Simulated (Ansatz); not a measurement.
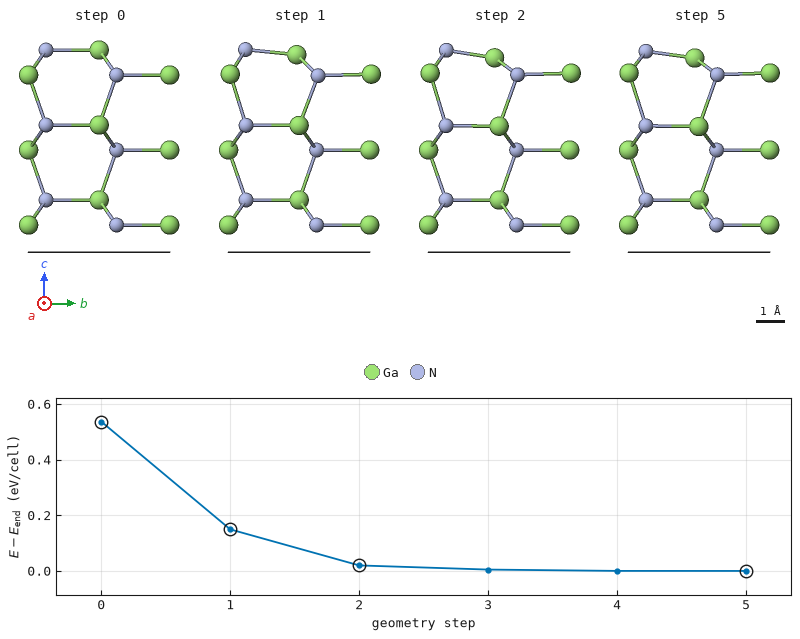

Frames of a constrained relaxation of a slab of composition GaN (cut from the P6_3mc phase), marked on the history of the run. Style: ball-and-stick. Shown: the 3 × 1 repeat of the cell, outlined in the plane, without the vacuum, along the a axis.

Case: clean slab, lower half held. The slab is the (1 0 0) face of GaN. 6 atoms are held fixed.

Theory: DFT PBEsol, scalar-relativistic, plane waves, PAW (Ansatz).

Input
```yaml
crystal:
  lattice:
    - [3.1825784901, 0.0, 0.0]
    - [0.0, 5.1854260745, 0.0]
    - [0.0, 0.0, 23.4311189179]
  atoms:
    - { symbol: Ga, position: [0.0, 0.0008058933, 0.362765433] }
    - { symbol: "N", position: [0.0, 0.6241941067, 0.362765433] }
    - { symbol: Ga, position: [0.5, 0.5008058933, 0.4019753093] }
    - { symbol: "N", position: [0.5, 0.1241941067, 0.4019753093] }
    - { symbol: Ga, position: [0.5, 0.0008058933, 0.4803950619] }
    - { symbol: "N", position: [0.5, 0.6241941067, 0.4803950619] }
    - { symbol: Ga, position: [0.0, 0.5008058933, 0.5196049381] }
    - { symbol: "N", position: [0.0, 0.1241941067, 0.5196049381] }
    - { symbol: Ga, position: [0.0, 0.0008058933, 0.5980246907] }
    - { symbol: "N", position: [0.0, 0.6241941067, 0.5980246907] }
    - { symbol: Ga, position: [0.5, 0.5008058933, 0.637234567] }
    - { symbol: "N", position: [0.5, 0.1241941067, 0.637234567] }
basis:
  ecutwfc: 420
kpoints:
  mp_grid: { grid: [8, 5, 1] }
hamiltonian:
  xc: pbesol
scf:
  occupations: { method: gaussian, width: 0.05 }
output:
  forces: true
  eigenvalues: true
  write_density: true
  write_potential: true
  elf: true
  volumetric_format: npy
relax:
  adjacent_minimum: "off"
  f_tol: 0.03
  max_steps: 70
  constraints: [{ sites: [0, 1, 2, 3, 4, 5] }]
efield:
  axis: 3
  dipole_correction: true
  ramp_width: 0.04
```

Launched with:
```bash
ansatz run input.yaml --threads 2 --pin off --max-ram 5120MiB --backend cpu --events-out ev --progress --plain --runs-dir out
```

Q: Describe the path.

A: Over 5 geometry steps the energy falls by 0.537 eV per cell of the calculation. The largest force component goes from 2.1 to 0.0073 eV/Å. The atom that moves furthest is Ga11 (0.34 Å at 29° to the normal (−c side)). Largest moves by element: Ga 0.34 Å, N 0.05 Å. The cell doesn't change. Some distances before and after: Ga11–N12 1.953 → 1.812 Å, N8–Ga9 1.946 → 2.038 Å, Ga7–N10 1.946 → 2.023 Å, Ga9–N12 1.946 → 1.885 Å. Among the angles between lasting bonds that change: Ga7–N10–Ga11 109.7° → 99.1°, N10–Ga11–N12 109.2° → 118.5°, Ga9–N10–Ga11 109.2° → 115.2°. The run took 2.9 min on 2 threads of Arm Neoverse V1 (shared host), peak memory 0.8 GiB. From step 0 to 1: Ga11 moves most (0.19 Å), energy −0.387 eV per cell of the calculation. From step 1 to 2: Ga11 moves most (0.14 Å), energy −0.130 eV per cell of the calculation. From step 2 to 5: Ga and N atoms move most (0.04 Å), energy −19.8 meV per cell of the calculation.

| step | E − E(0), meV/atom | largest force component, eV/Å |
| --- | --- | --- |
| 0 | 0.00 | 2.0582 |
| 1 | -32.28 | 1.0258 |
| 2 | -43.08 | 0.7120 |
| 3 | -44.32 | 0.2079 |
| 4 | -44.72 | 0.0454 |
| 5 | -44.73 | 0.0073 |
